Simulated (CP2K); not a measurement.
# Cu: 6 runs along one coordinate

System: Cu (P6₃/mmc, 2 atoms in the cell).
Method: Kohn-Sham DFT of a periodic cell, PBEsol, GTH-PBE with UZH-TZVP basis, no spin polarisation (CP2K 2026.2).

The 6 runs differ only in the geometry, by an even scaling of the cell at fixed fractional positions. The structure derives from a Materials Project entry.

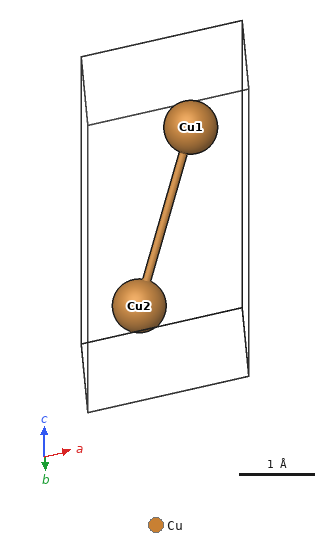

Figure 1. The structure of run 4 (ball-and-stick view of the cell of the calculation, seen at an oblique angle; atoms are numbered from 1 in the order of the input). An atom can appear more than once, as a periodic image.

## Input of run 4
```
&GLOBAL
  PROJECT cu_eos
  RUN_TYPE ENERGY_FORCE
  PRINT_LEVEL LOW
&END GLOBAL
&FORCE_EVAL
  METHOD QS
  STRESS_TENSOR ANALYTICAL
  &DFT
    BASIS_SET_FILE_NAME BASIS_MOLOPT_UZH
    POTENTIAL_FILE_NAME POTENTIAL_UZH
    WFN_RESTART_FILE_NAME previous-RESTART.kp
    &MGRID
      CUTOFF 450
      REL_CUTOFF 60
      NGRIDS 4
    &END MGRID
    &QS
      METHOD GPW
      EPS_DEFAULT 1.0E-10
    &END QS
    &KPOINTS
      SCHEME MONKHORST-PACK 12 12 7
      GAMMA_CENTERED T
      SYMMETRY T
      SYMMETRY_BACKEND SPGLIB
    &END KPOINTS
    &SCF
      SCF_GUESS RESTART
      EPS_SCF 1.0E-6
      MAX_SCF 100
      ADDED_MOS 16
      CHOLESKY OFF
      EPS_EIGVAL 1.0E-7
      &DIAGONALIZATION ON
        ALGORITHM STANDARD
      &END DIAGONALIZATION
      &MIXING ON
        METHOD BROYDEN_MIXING
        ALPHA 0.4
        BETA 1.5
        NBUFFER 8
      &END MIXING
      &SMEAR ON
        METHOD FERMI_DIRAC
        ELECTRONIC_TEMPERATURE 580.23
      &END SMEAR
    &END SCF
    &XC
      &XC_FUNCTIONAL
        &GGA_X_PBE_SOL
        &END GGA_X_PBE_SOL
        &GGA_C_PBE_SOL
        &END GGA_C_PBE_SOL
      &END XC_FUNCTIONAL
    &END XC
    &PRINT
      &KPOINTS ON
      &END KPOINTS
      &MULLIKEN ON
      &END MULLIKEN
      &MO ON
        ENERGIES T
        OCCUPATION_NUMBERS T
        &EACH
          QS_SCF 0
        &END EACH
        ADD_LAST NUMERIC
      &END MO
    &END PRINT
  &END DFT
  &SUBSYS
    &CELL
      A 2.5508792560 0.0000000000 0.0000000000
      B -1.2754396280 2.2091262377 0.0000000000
      C 0.0000000000 0.0000000000 4.1398073633
      PERIODIC XYZ
    &END CELL
    &COORD
      SCALED
      Cu  0.6666666667 0.3333333333 0.7500000000
      Cu  0.3333333333 0.6666666667 0.2500000000
    &END COORD
    &KIND Cu
      BASIS_SET TZVP-MOLOPT-PBE-GTH-q11
      POTENTIAL GTH-PBE-q11
    &END KIND
    &PRINT
      &ATOMIC_COORDINATES ON
      &END ATOMIC_COORDINATES
      &CELL ON
      &END CELL
    &END PRINT
  &END SUBSYS
  &PRINT
    &FORCES ON
    &END FORCES
    &STRESS_TENSOR ON
    &END STRESS_TENSOR
  &END PRINT
&END FORCE_EVAL
```

Command:
```bash
OMP_NUM_THREADS=1 cp2k.psmp -i cu_eos.inp -o cu_eos.out
```

Lattice vectors (Å) and fractional positions of run 4:
```
   2.550879    0.000000    0.000000
  -1.275440    2.209126    0.000000
   0.000000    0.000000    4.139807
Cu  0.666667  0.333333  0.750000
Cu  0.333333  0.666667  0.250000
```

Run 3 differs from it as follows:
```diff
-      A 2.5508792560 0.0000000000 0.0000000000
-      B -1.2754396280 2.2091262377 0.0000000000
-      C 0.0000000000 0.0000000000 4.1398073633
+      A 2.5170887971 0.0000000000 0.0000000000
+      B -1.2585443986 2.1798628419 0.0000000000
+      C 0.0000000000 0.0000000000 4.0849690207
```

## Results, with one run withheld

```csv
run,volume per atom (Å³),"free energy per atom, from the lowest run given (meV)",pressure (GPa)
1,10.749,26.15,13.23
2,10.978,10.66,8.56
3,11.207,?,?
4,11.664,0.00,−2.62
5,11.893,5.85,−5.52
6,12.122,15.61,−8.10
```

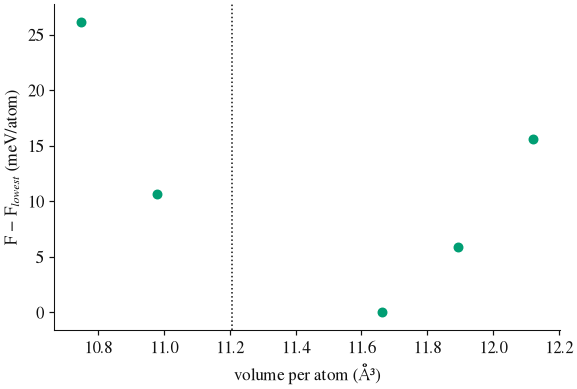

Figure 2. Free energy per atom of the runs given; the dotted line marks run 3.

Fit the runs given and predict run 3.

A cubic polynomial in V^(−2/3) (the Birch–Murnaghan form), fitted to the 5 runs given, misses them by at most 0.04 meV per atom. With x = V^(−2/3) − 0.19673 Å⁻², it reads F = −1.6941 + 83.374 x + 3.5419e+05 x² + 1.6055e+06 x³ (meV per atom). At run 3 it gives 1.68 meV per atom, and the run itself gives 2.04. The slope of the fit gives a pressure −dF/dV of 4.22 GPa there, and the run prints 4.32 GPa. The two needn't agree exactly: the fit is approximate, and the printed stress is taken on a finite basis. The fit has its minimum at 11.471 Å³ per atom, where V d²F/dV² gives 170 GPa. Cell shape and fractional positions are held, so this is the stiffness under even scaling; the relaxed bulk modulus wasn't computed.

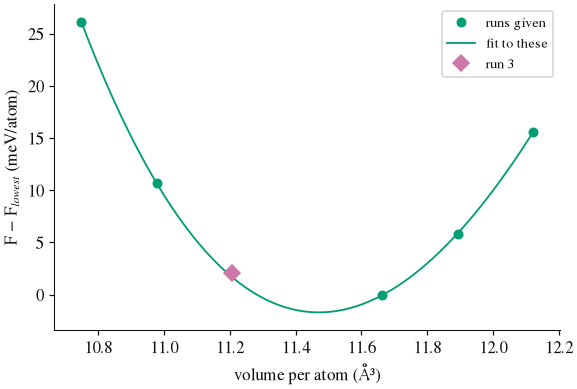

Figure 3. The fit and the withheld run.

## Some lines of the output (run 3)
```
[...]
 CELL| Volume [angstrom^3]:                                            22.413851
 CELL_REF| Volume [angstrom^3]:                                        22.413851
                        Smear method:                                FERMI_DIRAC
  Step     Update method      Time    Convergence         Total energy    Change
  Fermi energy:                                                 0.25447092831834
  Total energy:                                               -95.35546573145606
  Total energy (extrapolated to T->0):                        -95.35531138609508
 MO| E(Fermi):            0.254471 a.u.          6.924506 eV
```
